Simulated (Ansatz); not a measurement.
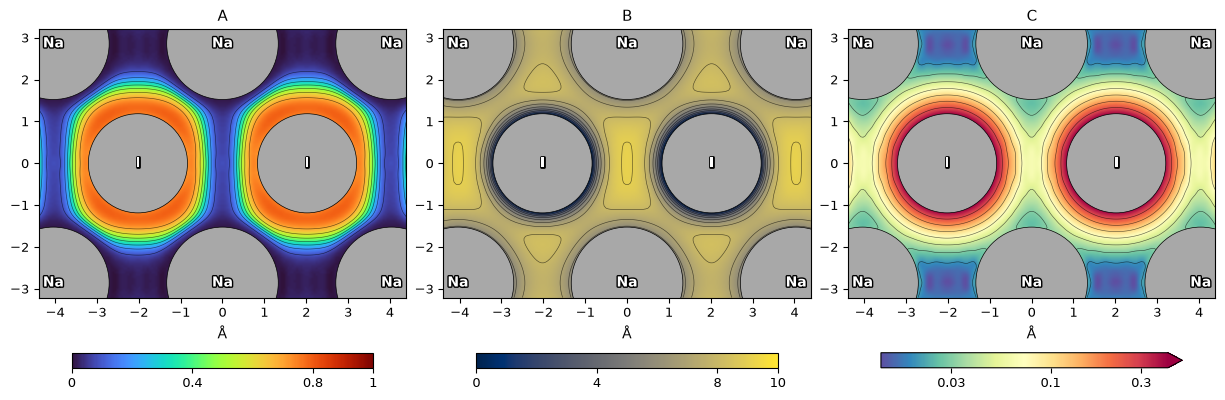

NaI: 3 fields on the (011) plane of the conventional cell, with unlabelled colour scales. Grey discs cover the atomic cores.

Space group Pm-3m; started from the CsCl prototype, which need not be the ambient phase.

The calculation used DFT, PBEsol, plane waves, PAW (Ansatz).

### Match the panels to the quantities (electron localisation function, electrostatic potential energy of an electron and valence pseudo-density).

Panel A: electron localisation function. Panel B: electrostatic potential energy of an electron (low next to the atoms, rising into the space between them). Panel C: valence pseudo-density. From the grid: Na–I (3.50 Å): the density is about 0.09 e/Å³ at the midpoint, with its minimum of 0.04 e/Å³ about 1.3 Å from Na; the ELF peaks at about 0.80 in the valence shell of I, 1.4 Å from its nucleus, and falls to about 0 next to Na: a largely ionic contact.
